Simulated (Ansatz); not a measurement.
**Run report: TaN, geometry relaxation (part 2 of 2)**

The same run, continued: TaN (P6/mmm, 6 atoms in the cell); DFT PBE, scalar-relativistic, plane waves, PAW, no spin polarisation (Ansatz 0.2.0); cutoff 420 eV, 6×6×8 k-mesh, Gaussian smearing of 0.1 eV. The structure derives from an entry of the Crystallography Open Database.

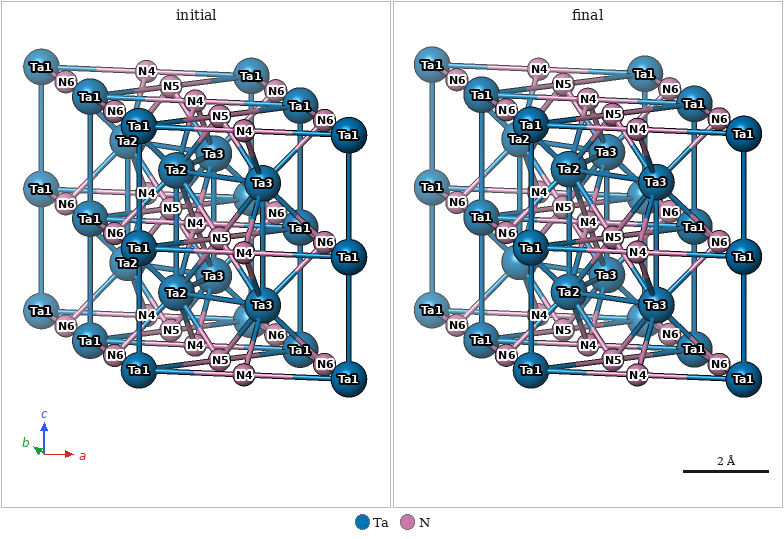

Fig. 1: Before (left) and after (right) the relaxation, at one scale (ball-and-stick view of the cell of the calculation, repeated 1 × 2 × 2, seen slightly off an axis). The atoms keep their places relative to the cell (all moves are under 0.005 Å). The volume changes by +3.4 %, with a = b 5.185 → 5.257 Å (+1.4 %), c 2.908 → 2.925 Å (+0.6 %). Distances before and after: Ta2–Ta3 2.994 → 3.035 Å, Ta1–N4 2.592 → 2.629 Å, Ta2–N4 2.087 → 2.108 Å, Ta1–Ta1 2.908 → 2.925 Å. The space group stays P6/mmm (No. 191). Over 3 geometry steps the energy falls by 10.9 meV per atom. All forces vanish by symmetry, so only the cell relaxes. Pressure: 10.35 GPa at the start and 0.17 GPa at the end. A last SCF at the same geometry on a re-selected plane-wave basis shifts the energy by −1.4 meV per atom. (Atoms are counted from 1 in the order of the input.)

```
basis re-selected at this cell: Δ(F+E_penalty+E_count) = -8.101e-3 eV, ΔP = +0.171 GPa vs the last step (what re-selecting the basis moved, of the pressure what is left beyond the Pulay correction that the steps carried, after the strain that the cell walked since its last selection, with what the two solves' SCF thresholds leave and, on support functions, any second-order correction that the steps lacked; it is no measure of the basis error at this ecutwfc). This SCF's stress stands 1.95e-1 GPa from its target on what of the cell is left free (relax.cell.stress_tol is 5.00e-1 GPa) and its largest allowed force component is 9.25e-18 eV/Å (relax.f_tol is 5.00e-2 eV/Å): within both
SCF converged after 4 iterations
Free energy (F): -30953.090798 eV
Harris-Foulkes:  -30953.090798 eV  (|F-HF|=7.26e-9)
Internal energy: -30953.084394 eV  (E = F + TS)
E sigma→0 (E₀):  -30953.087596 eV
Entropy (-TS):   -0.006403 eV (-1.067 meV/atom)
Fermi energy:    18.965754 eV
--- Per-component energies (eV) ---
  E_band       = -249.149832
  E_kinetic    = 1493.560615
  E_local      = -2132.463793  (includes V_loc(G=0)·N_el)
  E_nonlocal   = 179.303480
  E_hartree    = 725.504346
  E_xc         = -837.402747
  E_vxc        = -843.834899  (∫ρ·V_xc dr)
  E_paw        = -25571.838537  (= ΣΔE_a)
  E_vpaw       = -396.725541  (= ΣTr[D̂ρ^β])
  E_aug_tail   = 0.000824  (compensation charges beyond the density's cutoff)
  E_ewald      = -4809.748582
  E_smearing   = -0.006403  (= −TS)
  E_closure    = 0.000000  (closes the sum)
  Σ components = -30953.090798   (vs F -30953.090798, Δ=0.00e0)
--- Forces (eV/Å), atoms counted from 1 ---
  atom   1  Ta    -0.00000000    -0.00000000     0.00000000
  atom   2  Ta     0.00000000     0.00000000    -0.00000000
  atom   3  Ta    -0.00000000     0.00000000     0.00000000
  atom   4  N      0.00000000    -0.00000000     0.00000000
  atom   5  N      0.00000000     0.00000000     0.00000000
  atom   6  N      0.00000000     0.00000000     0.00000000
  max |Σ_I F_I| component: 2.42e-29 eV/Å
--- Stress (GPa, compression-positive) ---
        0.194670       0.000000       0.000000
       -0.000000       0.194670       0.000000
        0.000000       0.000000       0.118205
  P = ⅓ Tr σ = 0.1692 GPa (1.692 kbar)
--- Band table (eV; the first three rows and the last of 35) ---
  k-point 0: bands = ["-50.3666", "-50.3267", "-49.9606", "-17.2150", "-17.2150", "-16.8588", "-16.8588", "-16.6538", "-16.5355", "-16.5258", "-16.5258", "-15.7463", "0.7431", "3.7952", "3.7952", "8.9084", "11.9295", "11.9295", "12.9690", "12.9690", "13.5383", "15.8213", "15.9161", "15.9161", "16.4906", "16.8919", "17.7609", "17.7609", "19.8165", "19.8165", "20.0405", "21.0165", "21.0165"]
  k-point 1: bands = ["-50.3603", "-50.3206", "-49.9555", "-17.1940", "-17.1940", "-16.8377", "-16.8377", "-16.7885", "-16.6565", "-16.5222", "-16.5222", "-15.8394", "1.0719", "3.6533", "3.6533", "9.4527", "11.9381", "11.9381", "12.8354", "12.8354", "13.3456", "15.1990", "15.1990", "15.8257", "16.5654", "17.5479", "18.0862", "18.0862", "19.6998", "19.6998", "20.2067", "21.2890", "21.2890"]
  k-point 2: bands = ["-50.3449", "-50.3056", "-49.9432", "-17.1427", "-17.1427", "-17.1009", "-16.9393", "-16.7843", "-16.7843", "-16.5156", "-16.5156", "-16.0588", "1.9177", "3.3125", "3.3125", "10.8800", "11.7536", "11.7536", "12.1817", "12.6373", "12.6373", "14.4950", "14.4950", "16.7553", "16.9915", "18.2551", "18.2551", "18.7922", "18.7922", "19.2303", "20.6645", "21.8448", "21.8448"]
  k-point 34: bands = ["-50.3037", "-50.3037", "-49.9257", "-17.4273", "-17.4273", "-17.1156", "-16.8857", "-16.8857", "-16.6622", "-16.5069", "-16.5069", "-16.3428", "2.7590", "3.2077", "3.2077", "11.1718", "11.1718", "12.1125", "12.1125", "12.3851", "12.4434", "12.8265", "15.3427", "15.3427", "16.5974", "16.5974", "17.1858", "21.4429", "21.4429", "21.4874", "21.4986", "21.4986", "22.6085"]
--- Relaxed structure (4 steps of the walk, 4 accepted, 1 SCFs on fresh bases) ---
  F+E_penalty+E_count = -30953.09079759 eV   max|allowed force component| = 9.252e-18 eV/Å   (the final SCF, on the basis selected at the relaxed cell)
  cell:  # Å, volume = 70.0152 Å³
    - [5.257265271587178, 0.0, 1.2250440674256083e-34]
    - [-2.628632635793589, 4.552925279628193, -7.893419142371364e-35]
    - [2.862768128734615e-35, -1.1451072514938461e-35, 2.925106506729862]
  atoms:
    - { symbol: Ta, position: [3.1476063568796727e-34, -5.376857158217389e-34, -3.6420023658672497e-34] }
    - { symbol: Ta, position: [0.3333333333333333, 0.6666666666666667, 0.5] }
    - { symbol: Ta, position: [0.6666666666666667, 0.3333333333333333, 0.5] }
    - { symbol: N, position: [0.5000000000000001, -4.355136088649086e-35, 3.386171102597963e-35] }
    - { symbol: N, position: [0.5, 0.5, 4.6969470132810455e-35] }
    - { symbol: N, position: [-5.551115123125783e-17, 0.5, 1.4976189681269431e-34] }
```

## Trajectory as extended XYZ (Å, eV, eV/Å), 5 frames, from step=1 to step=5
```
6
Lattice="5.1850 0.0000 0.0000 -2.5925 4.4903 0.0000 0.0000 0.0000 2.9080" Properties=species:S:1:pos:R:3:forces:R:3 step=1 energy=-30953.01744 pressure_GPa=10.35
Ta    0.0000    0.0000    0.0000    0.0000   0.0000   0.0000
Ta    0.0000    2.9936    1.4540    0.0000   0.0000   0.0000
Ta    2.5925    1.4968    1.4540    0.0000   0.0000   0.0000
N     2.5925    0.0000    0.0000    0.0000   0.0000   0.0000
N     1.2962    2.2452    0.0000    0.0000   0.0000   0.0000
N    -1.2962    2.2452    0.0000    0.0000   0.0000   0.0000
6
Lattice="5.3072 0.0000 0.0000 -2.6536 4.5962 0.0000 0.0000 0.0000 2.9167" Properties=species:S:1:pos:R:3:forces:R:3 step=2 energy=-30953.06011 pressure_GPa=-3.87
Ta    0.0000    0.0000    0.0000    0.0000   0.0000   0.0000
Ta    0.0000    3.0641    1.4584    0.0000   0.0000   0.0000
Ta    2.6536    1.5321    1.4584    0.0000   0.0000   0.0000
N     2.6536    0.0000    0.0000    0.0000   0.0000   0.0000
N     1.3268    2.2981    0.0000    0.0000   0.0000   0.0000
N    -1.3268    2.2981    0.0000    0.0000   0.0000   0.0000
6
Lattice="5.2582 0.0000 0.0000 -2.6291 4.5537 0.0000 0.0000 0.0000 2.9269" Properties=species:S:1:pos:R:3:forces:R:3 step=3 energy=-30953.08242 pressure_GPa=-0.32
Ta    0.0000    0.0000    0.0000    0.0000   0.0000   0.0000
Ta    0.0000    3.0358    1.4634    0.0000   0.0000   0.0000
Ta    2.6291    1.5179    1.4634    0.0000   0.0000   0.0000
N     2.6291    0.0000    0.0000    0.0000   0.0000   0.0000
N     1.3145    2.2768    0.0000    0.0000   0.0000   0.0000
N    -1.3145    2.2768    0.0000    0.0000   0.0000   0.0000
6
Lattice="5.2573 0.0000 0.0000 -2.6286 4.5529 0.0000 0.0000 0.0000 2.9251" Properties=species:S:1:pos:R:3:forces:R:3 step=4 energy=-30953.08270 pressure_GPa=-0.00
Ta    0.0000    0.0000    0.0000    0.0000   0.0000   0.0000
Ta    0.0000    3.0353    1.4626    0.0000   0.0000   0.0000
Ta    2.6286    1.5176    1.4626    0.0000   0.0000   0.0000
N     2.6286    0.0000    0.0000    0.0000   0.0000   0.0000
N     1.3143    2.2765    0.0000    0.0000   0.0000   0.0000
N    -1.3143    2.2765    0.0000    0.0000   0.0000   0.0000
6
Lattice="5.2573 0.0000 0.0000 -2.6286 4.5529 0.0000 0.0000 0.0000 2.9251" Properties=species:S:1:pos:R:3:forces:R:3 step=5 energy=-30953.09080 pressure_GPa=0.17
Ta    0.0000    0.0000    0.0000    0.0000   0.0000   0.0000
Ta    0.0000    3.0353    1.4626    0.0000   0.0000   0.0000
Ta    2.6286    1.5176    1.4626    0.0000   0.0000   0.0000
N     2.6286    0.0000    0.0000    0.0000   0.0000   0.0000
N     1.3143    2.2765    0.0000    0.0000   0.0000   0.0000
N    -1.3143    2.2765    0.0000    0.0000   0.0000   0.0000
```

The run was set up as follows.

## The input
```yaml
crystal:
  lattice:
    - [5.1849992558, 0.0, 0.0]
    - [-2.5924996279, 4.4903410741, 0.0]
    - [0.0, 0.0, 2.908]
  atoms:
    - { symbol: Ta, position: [0.0, 0.0, 0.0] }
    - { symbol: Ta, position: [0.3333333333, 0.6666666667, 0.5] }
    - { symbol: Ta, position: [0.6666666667, 0.3333333333, 0.5] }
    - { symbol: "N", position: [0.5, 0.0, 0.0] }
    - { symbol: "N", position: [0.5, 0.5, 0.0] }
    - { symbol: "N", position: [0.0, 0.5, 0.0] }
basis:
  ecutwfc: 420
kpoints:
  mp_grid: { grid: [6, 6, 8] }
hamiltonian:
  xc: pbe
scf:
  occupations: { method: gaussian, width: 0.1 }
output:
  forces: true
  stress: true
  eigenvalues: true
relax:
  adjacent_minimum: "off"
  f_tol: 0.05
  max_steps: 80
  cell: { stress_tol: 0.5 }
```

Command:
```bash
ansatz run input.yaml --threads 4 --pin off --max-ram 10240MiB --backend cpu --events-out ev --progress --plain --runs-dir out
```

## Key numbers

| quantity | value |
| --- | --- |
| outcome | converged |
| space group (tolerance 0.01 Å) | P6/mmm (191) |
| electrons treated | 54 |
| free energy | −30953.0908 eV |
| Fermi energy | 18.966 eV |
| gap on the k-point mesh | none (metallic) |
| pressure | 0.17 GPa |
| final volume | 70.02 Å³ |
| largest force (length of the vector) at the end | under 0.001 eV/Å |
| final cell | a = 5.257 Å, b = 5.257 Å, c = 2.925 Å, α = 90.00°, β = 90.00°, γ = 120.00° |
| hardware | 4 threads of Intel Xeon @ 2.50GHz (Skylake/Cascade Lake), 192 GiB of memory available, shared host |
| wall time | 10 s (CPU time 35 s) |
| peak memory | 0.48 GiB |

## Notes

Spin–orbit coupling is left out, which matters for Ta.
